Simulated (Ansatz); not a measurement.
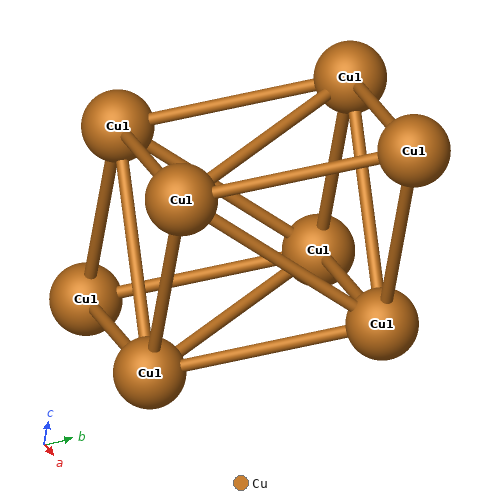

Three computed energy maps of cells of Cu. The picture above is the structure of the first map.

Map 1

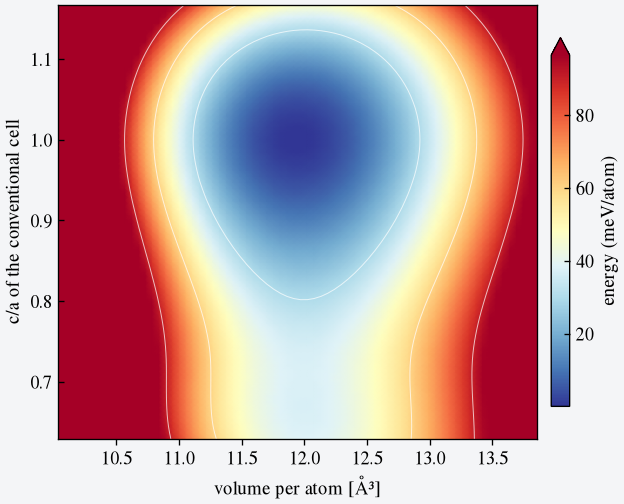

Cu (Fm-3m, No. 225; 1 atom in the cell). The energy is mapped over volume and the cell's shape. First axis: volume per atom. Second axis: c/a of the conventional cell. Nothing is relaxed (symmetry fixes all fractional coordinates). Grid: 7 × 9 points. Points are written as (first, second). Energies: meV/atom, counted from the lowest grid point. Method: Ansatz 0.2.0, DFT PBE, scalar-relativistic, plane waves, PAW. Settings: cutoff 520 eV, k-mesh 24×24×24, gaussian smearing 0.15 eV, no spin polarisation.

In the figure: a smooth colour map with a few white contour lines, one colour for all values above the top of the scale. Between grid points the surface is interpolated.

Map 2

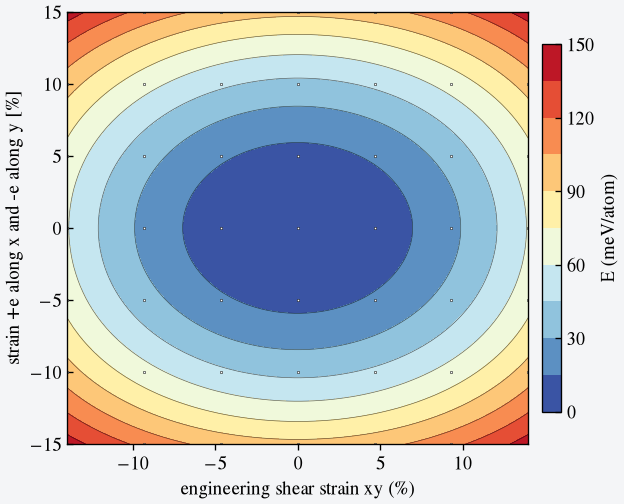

Cu (Fm-3m, No. 225; 1 atom in the cell). The energy is mapped over two homogeneous strains (x, y and z along the cube axes). The first coordinate is: engineering shear strain xy; the second: strain +e along x and -e along y. Nothing is relaxed (symmetry fixes all fractional coordinates). Grid: 7 × 7 points; 16 points were computed and 33 follow by symmetry. Points are written as (first, second). All energies are given in meV/atom relative to the lowest grid point. The calculation used DFT PBE, scalar-relativistic, plane waves, PAW (Ansatz 0.2.0). Settings: cutoff 520 eV, k-mesh 20×20×20, gaussian smearing 0.15 eV, no spin polarisation.

The picture shows filled contours, dots at the grid points. Between grid points the surface is interpolated.

Map 3

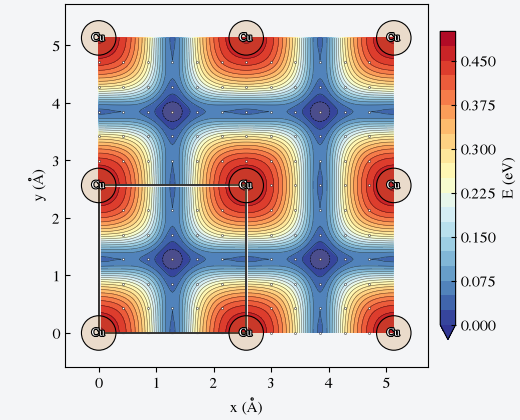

H on a Cu(100) slab cut from the Fm-3m phase, its upper half relaxed before the scan (12 atoms of substrate and one adsorbate in a 2 × 2 cell). H is moved over the surface cell; relaxed at each place: the height of the adsorbate's atoms; substrate rigid; the origin of the map has the adsorbate above Cu9. Places are given modulo a cell vector. The map is drawn in real space over the plane of the surface. Grid: 6 × 6 points; 10 points were computed and 26 follow by symmetry. Places are given in fractions of the 1 × 1 surface cell. Energies: eV, counted from the lowest grid point. Theory: Ansatz 0.2.0, DFT PBE, scalar-relativistic, plane waves, PAW. Settings: cutoff 420 eV, k-mesh 5×5×1, gaussian smearing 0.1 eV, no spin polarisation.

Drawn: filled contours, dots at the grid points, labelled circles for the atoms of the top layer and small ones for the second layer, the outline of one cell of the 2 × 2 shown. Between grid points the surface is interpolated.

Question: Summarise the maps one by one.

Answer: Map 1: The lowest grid point is at (11.94 Å³, 1.000) [fcc]. The highest grid point, (10.03 Å³, 1.167), lies 258 meV/atom above the lowest. Round the minimum the two coordinates are nearly uncoupled.
Map 2: The lowest grid point is at (0.0 %, 0 %). It is the only kind of minimum in the scanned range. The highest grid point, (−14.0 %, −15 %), lies 142 meV/atom above the lowest. Round the minimum the two coordinates are nearly uncoupled.
Map 3: The lowest grid point is at a fourfold hollow over a second-layer Cu atom, (3/6, 3/6) of the cell vectors. The highest grid point, the top site over a surface Cu atom, (0/6, 0/6) of the cell vectors, lies 0.477 eV above the lowest. On the interpolated surface the easiest way out of the lowest well to its copy in the next cell or period passes a barrier of about 0.053 eV. At the lowest point the adsorbate has 4 Cu at 1.89 Å as nearest neighbours, at the highest 1 Cu at 1.52 Å. Its relaxed height above the top atom is 0.54 Å at the lowest and 1.52 Å at the highest point.

Question: Maps 1, 2 start from a relaxed reference structure. Do they show a way to lower its energy?

Answer: No. In each of them the reference is the lowest point, within the accuracy of the grid, so it is stable against the distortions scanned (other distortions weren't tried).

PAW datasets: the set soft_1.
